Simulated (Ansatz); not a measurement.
The coordinates of a crystal:

```
CELL_PARAMETERS angstrom
4.27047 0.00000 0.00000
0.00000 4.27047 0.00000
0.00000 0.00000 4.27047
ATOMIC_POSITIONS crystal
Ga 0.00000 0.00000 0.00000
N 0.50000 0.00000 0.00000
Ga 0.00000 0.50000 0.50000
N 0.50000 0.50000 0.50000
Ga 0.50000 0.00000 0.50000
N 0.00000 0.00000 0.50000
Ga 0.50000 0.50000 0.00000
N 0.00000 0.50000 0.00000
```

What crystal do these data define?

Answer. Its composition is GaN. The lattice is face-centred cubic and the space group Fm-3m (No. 225). Among the common structure types it is rock salt (NaCl type). The cell has 8 atoms, namely 4 Ga, 4 N. Each Ga has six N in an octahedral arrangement at 2.14 Å. N is coordinated by six Ga in an octahedral arrangement at 2.14 Å. The bonds build a three-dimensional framework.

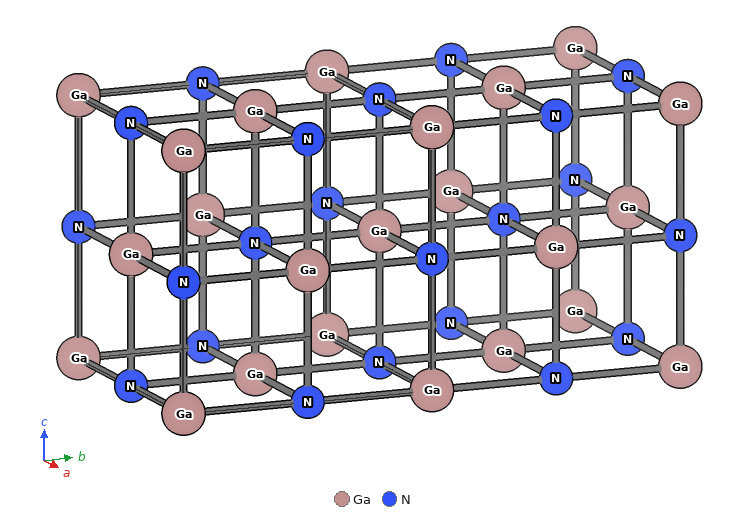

This ball-and-stick model is shown slightly off an axis. Solid lines give the conventional unit cell, repeated here 1×2×1 times.

Provenance: a structure listed in the Materials Project. Earlier steps of the study may have refined or changed the cell and positions. It was run through Ansatz as a DFT input.

At this level of theory the cell isn't at rest (stretched, at -14 GPa), so its distances can differ from those at equilibrium, the more so the softer the solid.
